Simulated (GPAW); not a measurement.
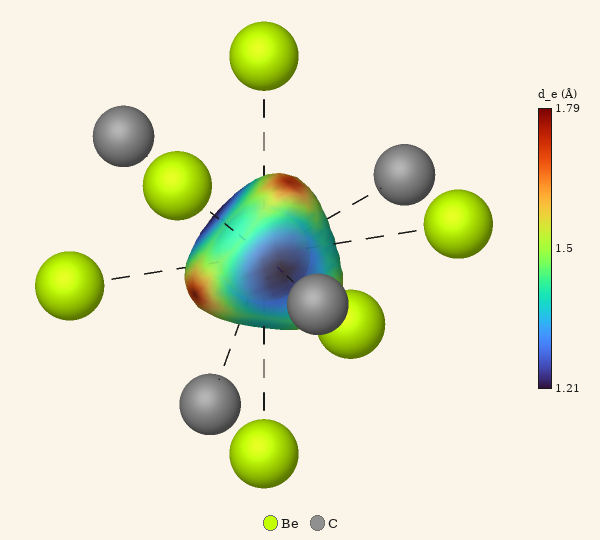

Hirshfeld surface computed for one Be atom in Be$_{2}$C in space group Fm-3m, coloured by d_e. Dashed lines lead to the closest neighbours outside.

The surface is where the fragment's share of the procrystal density (the sum of the densities of spherically averaged neutral Hartree-Fock atoms) equals one half. d_i and d_e are the distances from the surface to the nearest nucleus inside and outside.

Source of the atomic positions: an entry of the Crystallography Open Database, as set up for an electronic-structure calculation.

```cif
data_structure
_symmetry_space_group_name_H-M 'Fm-3m'
_symmetry_Int_Tables_number 225
_cell_length_a 4.3300
_cell_length_b 4.3300
_cell_length_c 4.3300
_cell_angle_alpha 90.000
_cell_angle_beta 90.000
_cell_angle_gamma 90.000
_cell_volume 81.18
loop_
_atom_site_label
_atom_site_type_symbol
_atom_site_symmetry_multiplicity
_atom_site_Wyckoff_symbol
_atom_site_fract_x
_atom_site_fract_y
_atom_site_fract_z
_atom_site_occupancy
C1 C 4 a 0.00000 0.00000 0.00000 1
Be1 Be 8 c 0.25000 0.25000 0.75000 1
```

> What is the shortest distance from the fragment to an atom outside it?

Be–C, 1.87 Å.

> How is the surface shared among contacts (nearest atom inside ··· nearest atom outside)?

Be···C 73 %, Be···Be 27 %. The surface faces 10 neighbours with more than 2 % of its area each: 6 Be + 4 C.

> Give the size and shape of the surface.

It encloses about 1.9 Å³, has an area of about 8 Å² and a globularity of 0.97 (1 for a sphere).
